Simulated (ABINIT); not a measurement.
**Run report: BeS, G0W0 calculation (part 2 of 3)**

Continued. System: BeS (2 atoms in the cell). Method: Kohn-Sham DFT of a periodic cell, PBE, PseudoDojo NC SR PBE v0.4.1 standard, G0W0, no spin polarisation (ABINIT 10.8.3); cutoff 1197.3 eV, 6×6×6 k-mesh, fixed occupations. The structure derives from an entry of the Crystallography Open Database.

Geometry of the input (Å; fractional positions):
```
0.0000  2.4395  2.4395
2.4395  0.0000  2.4395
2.4395  2.4395  0.0000
S  0.7500  0.7500  0.7500
Be 0.0000  0.0000  0.0000
```

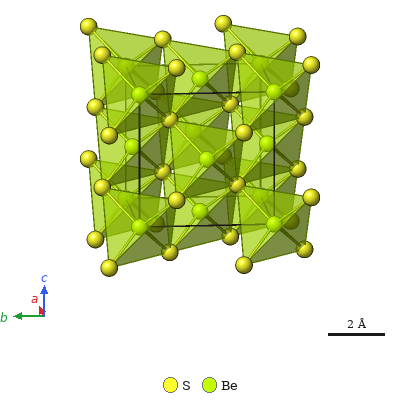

*The input geometry (polyhedral view of the cell 4 times as large as that of the calculation, set on its symmetry axes, seen at an oblique angle; polyhedra are completed across the faces of the cell).*

What the program printed, continued:
```
--- !DatasetInfo
iteration_state: {dtset: 2, }
dimensions: {natom: 2, nkpt: 16, mband: 76, nsppol: 1, nspinor: 1, nspden: 1, mpw: 2764, }
cutoff_energies: {ecut:  44.0, pawecutdg:  -1.0, }
electrons: {nelect:   1.00000000E+01, charge:   0.00000000E+00, occopt:   1.00000000E+00, tsmear:   1.00000000E-02, }
meta: {optdriver: 0, ionmov: 0, optcell: 0, iscf: -2, paral_kgb: 0, }
...

 mkfilename : getden/=0, take file _DEN from output of DATASET   1.

 Exchange-correlation functional for the present dataset will be:
  GGA: Perdew-Burke-Ernzerhof functional - ixc=11
  J.P.Perdew, K.Burke, M.Ernzerhof, PRL 77, 3865 (1996)

 Real(R)+Recip(G) space primitive vectors, cartesian coordinates (Bohr,Bohr^-1):
 R(1)=  0.0000000  4.6099156  4.6099156  G(1)= -0.1084619  0.1084619  0.1084619
 R(2)=  4.6099156  0.0000000  4.6099156  G(2)=  0.1084619 -0.1084619  0.1084619
 R(3)=  4.6099156  4.6099156  0.0000000  G(3)=  0.1084619  0.1084619 -0.1084619
 Unit cell volume ucvol=  1.9593360E+02 bohr^3
 Angles (23,13,12)=  6.00000000E+01  6.00000000E+01  6.00000000E+01 degrees

 getcut: wavevector=  0.0000  0.0000  0.0000  ngfft=  40  40  40
         ecut(hartree)=     44.000   => boxcut(ratio)=   2.05476
--------------------------------------------------------------------------------

================================================================================
 Non-SCF case, kpt    1 (  0.00000  0.00000  0.00000), residuals and eigenvalues=
  4.30E-13  3.03E-14  7.24E-13  3.19E-13  3.03E-13  1.56E-13  1.03E-13  1.12E-13
  2.01E-13  7.61E-13  7.72E-14  3.83E-14  2.15E-13  7.01E-13  2.11E-13  3.83E-14
  3.06E-13  1.48E-13  2.42E-13  1.97E-13  9.06E-14  1.49E-13  1.07E-13  8.67E-14
  6.14E-13  2.98E-13  5.35E-13  2.05E-13  1.33E-13  2.28E-13  6.96E-14  2.53E-13
  1.52E-13  1.59E-13  1.41E-13  2.03E-13  7.65E-13  3.24E-13  1.02E-13  1.56E-13
  3.29E-13  4.88E-13  9.14E-13  6.04E-13  3.46E-13  3.14E-13  2.04E-13  2.52E-13
  2.63E-13  6.10E-13  3.31E-13  2.08E-13  2.90E-13  1.84E-13  2.93E-13  1.43E-13
  1.50E-13  1.45E-13  3.62E-13  6.26E-13  4.29E-13  2.36E-13  5.68E-13  4.53E-13
  3.70E-13  5.15E-13  3.46E-13  6.51E-13  6.35E-13  8.68E-13  1.34E-12  4.44E-11
  6.63E-10  7.13E-06  8.13E-10  9.41E-09
 -3.5044E+00 -3.6468E-01  1.3403E-01  1.3403E-01  1.3403E-01  3.4238E-01
  3.4238E-01  3.4238E-01  3.4489E-01  5.9777E-01  5.9777E-01  6.7739E-01
  7.3908E-01  7.3908E-01  7.3908E-01  9.2613E-01  1.1719E+00  1.1719E+00
  1.1719E+00  1.3414E+00  1.3414E+00  1.3414E+00  1.3851E+00  1.3851E+00
  1.6012E+00  1.6012E+00  1.6012E+00  1.9323E+00  1.9323E+00  1.9323E+00
  1.9395E+00  1.9471E+00  1.9471E+00  2.0010E+00  2.0010E+00  2.0010E+00
  2.1973E+00  2.1973E+00  2.1973E+00  2.3204E+00  2.3208E+00  2.3208E+00
  2.3266E+00  2.3266E+00  2.3266E+00  2.3274E+00  2.3274E+00  2.3274E+00
  2.3630E+00  2.3630E+00  2.3630E+00  2.5316E+00  2.5361E+00  2.5361E+00
  2.5361E+00  2.6156E+00  2.6156E+00  2.6156E+00  2.7299E+00  2.9329E+00
  3.1538E+00  3.1538E+00  3.2380E+00  3.2380E+00  3.2380E+00  3.4126E+00
  3.4126E+00  3.4126E+00  3.5701E+00  3.6558E+00  3.6558E+00  3.7918E+00
  3.7918E+00  3.7919E+00  3.8238E+00  3.8238E+00
 prteigrs : prtvol=0 or 1, do not print more k-points.

--- !ResultsGS
iteration_state: {dtset: 2, }
comment   : Summary of ground state results
lattice_vectors:
- [  0.0000000,   4.6099156,   4.6099156, ]
- [  4.6099156,   0.0000000,   4.6099156, ]
- [  4.6099156,   4.6099156,   0.0000000, ]
lattice_lengths: [   6.51941,    6.51941,    6.51941, ]
lattice_angles: [ 60.000,  60.000,  60.000, ] # degrees, (23, 13, 12)
lattice_volume:   1.9593360E+02
convergence: {deltae:  0.000E+00, res2:  0.000E+00, residm:  9.973E-13, diffor:  0.000E+00, }
etotal    :  -2.50701330E+01
entropy   :   0.00000000E+00
fermie    :   1.34028928E-01
cartesian_stress_tensor: null
pressure_GPa: null
xred      :
- [  7.5000E-01,   7.5000E-01,   7.5000E-01,  S]
- [  0.0000E+00,   0.0000E+00,   0.0000E+00, Be]
cartesian_forces: null
force_length_stats: {min: null, max: null, mean: null, }
...

 Integrated electronic density in atomic spheres:
 ------------------------------------------------
 Atom  Sphere_radius  Integrated_density
    1        2.00000          4.00796582
    2        2.00000          3.14661036
================================================================================

 ----iterations are completed or convergence reached----

 Mean square residual over all n,k,spin=   37.023E-14; max=  99.726E-14
 reduced coordinates (array xred) for    2 atoms
       0.750000000000      0.750000000000      0.750000000000
       0.000000000000      0.000000000000      0.000000000000

 cartesian coordinates (angstrom) at end:
    1      3.65919343500000     3.65919343500000     3.65919343500000
    2      0.00000000000000     0.00000000000000     0.00000000000000
 length scales=  1.889726125908  1.889726125908  1.889726125908 bohr
              =  1.000000000000  1.000000000000  1.000000000000 angstroms
 Eigenvalues (hartree) for nkpt=  16  k points:
 kpt#   1, nband= 76, wtk=  0.00463, kpt=  0.0000  0.0000  0.0000 (reduced coord)
  -3.50443   -0.36468    0.13403    0.13403    0.13403    0.34238    0.34238    0.34238
   0.34489    0.59777    0.59777    0.67739    0.73908    0.73908    0.73908    0.92613
   1.17189    1.17189    1.17189    1.34136    1.34136    1.34136    1.38512    1.38512
   1.60119    1.60119    1.60119    1.93231    1.93231    1.93231    1.93953    1.94714
   1.94714    2.00097    2.00097    2.00097    2.19729    2.19729    2.19729    2.32037
   2.32080    2.32080    2.32659    2.32659    2.32659    2.32739    2.32739    2.32739
   2.36304    2.36304    2.36304    2.53158    2.53610    2.53610    2.53610    2.61562
   2.61562    2.61562    2.72990    2.93289    3.15380    3.15380    3.23795    3.23795
   3.23795    3.41258    3.41258    3.41258    3.57008    3.65578    3.65578    3.79182
   3.79182    3.79185    3.82377    3.82377
 prteigrs : prtvol=0 or 1, do not print more k-points.

================================================================================
== DATASET  3 ==================================================================

--- !DatasetInfo
iteration_state: {dtset: 3, }
dimensions: {natom: 2, nkpt: 16, mband: 70, nsppol: 1, nspinor: 1, nspden: 1, mpw: 1258, }
cutoff_energies: {ecut:  26.0, pawecutdg:  -1.0, }
electrons: {nelect:   1.00000000E+01, charge:   0.00000000E+00, occopt:   1.00000000E+00, tsmear:   1.00000000E-02, }
meta: {optdriver: 3, gwcalctyp: 0, }
...

 mkfilename : getwfk/=0, take file _WFK from output of DATASET   2.

 Exchange-correlation functional for the present dataset will be:
  GGA: Perdew-Burke-Ernzerhof functional - ixc=11
  J.P.Perdew, K.Burke, M.Ernzerhof, PRL 77, 3865 (1996)

 SCREENING: Calculation of the susceptibility and dielectric matrices

 Based on a program developped by R.W. Godby, V. Olevano, G. Onida, and L. Reining.
 Incorporated in ABINIT by V. Olevano, G.-M. Rignanese, and M. Torrent.

 Real(R)+Recip(G) space primitive vectors, cartesian coordinates (Bohr,Bohr^-1):
 R(1)=  0.0000000  4.6099156  4.6099156  G(1)= -0.1084619  0.1084619  0.1084619
 R(2)=  4.6099156  0.0000000  4.6099156  G(2)=  0.1084619 -0.1084619  0.1084619
 R(3)=  4.6099156  4.6099156  0.0000000  G(3)=  0.1084619  0.1084619 -0.1084619
 Unit cell volume ucvol=  1.9593360E+02 bohr^3
 Angles (23,13,12)=  6.00000000E+01  6.00000000E+01  6.00000000E+01 degrees

--- Pseudopotential description ------------------------------------------------
- pspini: atom type   1  psp file is ./S.upf
  16.00000   6.00000  171031                  znucl, zion, pspdat
12 -101130 2 -1 1146                          pspcod,pspxc,lmax,lloc,mmax
     nproj     2     2     2

- pspini: atom type   2  psp file is ./Be.upf
   4.00000   4.00000  171031                  znucl, zion, pspdat
12 -101130 1 -1 1358                          pspcod,pspxc,lmax,lloc,mmax
     nproj     2     2     0

--------------------------------------------------------------------------------

 ==== K-mesh for the wavefunctions ====
 Number of points in the irreducible wedge :    16
 Reduced coordinates and weights :

     1)     0.00000000E+00  0.00000000E+00  0.00000000E+00       0.00463
     2)     1.66666667E-01  0.00000000E+00  0.00000000E+00       0.03704
     3)     3.33333333E-01  0.00000000E+00  0.00000000E+00       0.03704
     4)     5.00000000E-01  0.00000000E+00  0.00000000E+00       0.01852
   [... 12 further points ...]

 Together with 24 symmetry operations and time-reversal symmetry
 yields   216 points in the full Brillouin Zone.

 ==== Q-mesh for the screening function ====
 Number of points in the irreducible wedge :    16
 Reduced coordinates and weights :

     1)     0.00000000E+00  0.00000000E+00  0.00000000E+00       0.00463
     2)     1.66666667E-01  0.00000000E+00  0.00000000E+00       0.03704
     3)     3.33333333E-01  0.00000000E+00  0.00000000E+00       0.03704
     4)     5.00000000E-01  0.00000000E+00  0.00000000E+00       0.01852
   [... 12 further points ...]

 Together with 24 symmetry operations and time-reversal symmetry
 yields   216 points in the full Brillouin Zone.

 setmesh: FFT mesh size selected  =    24x   24x   24
          total number of points  =        13824

 vcoul_init : cutoff-mode = AUXILIARY_FUNCTION
 q-points for optical limit:   1
     1)      0.000010    0.000020    0.000030

 Number of electrons calculated from density =    9.9990; Expected =   10.0000
 average of density, n =  0.051033
 r_s =    1.6725
 omega_plasma =   21.7911 [eV]

 calculating chi0 at frequencies [eV] :
  1    0.000000E+00    0.000000E+00
  2    0.000000E+00    2.179112E+01

--------------------------------------------------------------------------------
  q-point number  1        q = ( 0.000000, 0.000000, 0.000000) [r.l.u.]
--------------------------------------------------------------------------------
 For q-point:  0.000010 0.000020 0.000030
  dielectric constant =   5.0167
  dielectric constant without local fields =   5.8441

  Average fulfillment of the sum rule on Im[epsilon] for q-point    1 :    102.13  [%]
--------------------------------------------------------------------------------
  q-point number  2        q = ( 0.166667, 0.000000, 0.000000) [r.l.u.]
--------------------------------------------------------------------------------
  Average fulfillment of the sum rule on Im[epsilon] for q-point    2 :    109.15  [%]

--------------------------------------------------------------------------------
  q-point number  3        q = ( 0.333333, 0.000000, 0.000000) [r.l.u.]
--------------------------------------------------------------------------------
  Average fulfillment of the sum rule on Im[epsilon] for q-point    3 :    102.74  [%]

--------------------------------------------------------------------------------
  q-point number  4        q = ( 0.500000, 0.000000, 0.000000) [r.l.u.]
--------------------------------------------------------------------------------
  Average fulfillment of the sum rule on Im[epsilon] for q-point    4 :    102.09  [%]

--------------------------------------------------------------------------------
  q-point number  5        q = ( 0.166667, 0.166667, 0.000000) [r.l.u.]
--------------------------------------------------------------------------------
  Average fulfillment of the sum rule on Im[epsilon] for q-point    5 :    106.91  [%]

--------------------------------------------------------------------------------
  q-point number  6        q = ( 0.333333, 0.166667, 0.000000) [r.l.u.]
--------------------------------------------------------------------------------
  Average fulfillment of the sum rule on Im[epsilon] for q-point    6 :    102.91  [%]

--------------------------------------------------------------------------------
  q-point number  7        q = ( 0.500000, 0.166667, 0.000000) [r.l.u.]
--------------------------------------------------------------------------------
  Average fulfillment of the sum rule on Im[epsilon] for q-point    7 :    102.07  [%]

--------------------------------------------------------------------------------
  q-point number  8        q = (-0.333333, 0.166667, 0.000000) [r.l.u.]
--------------------------------------------------------------------------------
  Average fulfillment of the sum rule on Im[epsilon] for q-point    8 :    102.20  [%]

--------------------------------------------------------------------------------
  q-point number  9        q = (-0.166667, 0.166667, 0.000000) [r.l.u.]
--------------------------------------------------------------------------------
  Average fulfillment of the sum rule on Im[epsilon] for q-point    9 :    103.68  [%]

--------------------------------------------------------------------------------
  q-point number 10        q = ( 0.333333, 0.333333, 0.000000) [r.l.u.]
--------------------------------------------------------------------------------
  Average fulfillment of the sum rule on Im[epsilon] for q-point   10 :    102.35  [%]

--------------------------------------------------------------------------------
  q-point number 11        q = ( 0.500000, 0.333333, 0.000000) [r.l.u.]
--------------------------------------------------------------------------------
  Average fulfillment of the sum rule on Im[epsilon] for q-point   11 :    102.00  [%]

--------------------------------------------------------------------------------
  q-point number 12        q = (-0.333333, 0.333333, 0.000000) [r.l.u.]
--------------------------------------------------------------------------------
  Average fulfillment of the sum rule on Im[epsilon] for q-point   12 :    101.96  [%]

--------------------------------------------------------------------------------
  q-point number 13        q = ( 0.500000, 0.500000, 0.000000) [r.l.u.]
--------------------------------------------------------------------------------
  Average fulfillment of the sum rule on Im[epsilon] for q-point   13 :    101.95  [%]

--------------------------------------------------------------------------------
  q-point number 14        q = ( 0.500000, 0.333333, 0.166667) [r.l.u.]
--------------------------------------------------------------------------------
  Average fulfillment of the sum rule on Im[epsilon] for q-point   14 :    102.15  [%]

--------------------------------------------------------------------------------
  q-point number 15        q = (-0.333333, 0.333333, 0.166667) [r.l.u.]
--------------------------------------------------------------------------------
  Average fulfillment of the sum rule on Im[epsilon] for q-point   15 :    101.96  [%]

--------------------------------------------------------------------------------
  q-point number 16        q = (-0.333333, 0.500000, 0.166667) [r.l.u.]
--------------------------------------------------------------------------------
  Average fulfillment of the sum rule on Im[epsilon] for q-point   16 :    101.92  [%]

================================================================================
== DATASET  4 ==================================================================
```
